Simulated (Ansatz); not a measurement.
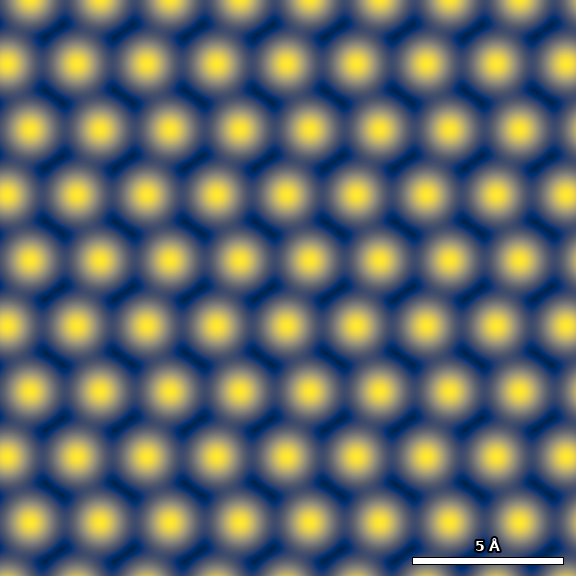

An image along [100] of one of the structures below (computed or model cells, partly hypothetical, each in its standard cell). Simulated as the projected potential of neutral atoms (B = 0.5 Å²) blurred by a 1.06 Å probe, the thin-sample limit of integrated differential phase contrast. The display is stretched by a gamma of 0.65; percentages refer to the linear signal.

A. Ir
Space group Fm-3m (No. 225). a = 3.831 Å, b = 3.831 Å, c = 3.831 Å, α = 90.00°, β = 90.00°, γ = 90.00°
```csv
atom,site,symmetry,x,y,z
Ir,4a,m-3m,0.0000,0.0000,0.0000
```

B. Ir
Space group P6_3/mmc (No. 194). a = 2.719 Å, b = 2.719 Å, c = 4.413 Å, α = 90.00°, β = 90.00°, γ = 120.00°
```tsv
atom	site	symmetry	x	y	z
Ir	2c	-6m2	0.3333	0.6667	0.2500
```

C. Si
Space group P6/mmm (No. 191). a = 4.418 Å, b = 4.418 Å, c = 2.534 Å, α = 90.00°, β = 90.00°, γ = 120.00°
```json
{"atom": "Si", "site": "1a", "symmetry": "6/mmm", "x": "0.0000", "y": "0.0000", "z": "0.0000"}
{"atom": "Si", "site": "2d", "symmetry": "-6m2", "x": "0.3333", "y": "0.6667", "z": "0.5000"}
```

D. Ir
Space group Pm-3m (No. 221). a = 2.553 Å, b = 2.553 Å, c = 2.553 Å, α = 90.00°, β = 90.00°, γ = 90.00°
| atom | site | symmetry | x | y | z |
| --- | --- | --- | --- | --- | --- |
| Ir | 1a | m-3m | 0.0000 | 0.0000 | 0.0000 |

Which structure was imaged?

Answer. B, Ir. Along [100] the projected cells are A 1.92 × 1.92 Å, 90°; B 2.35 × 4.41 Å, 90°; C 2.53 × 3.83 Å, 90°; D 2.55 × 2.55 Å, 90°. The image repeats as B does.

Structure B: the end point of a relaxation with Ansatz 0.2.0, DFT, PBEsol, plane waves (420 eV) with PAW, scalar-relativistic; the starting structure was generated, so it need not be a known form of this composition.
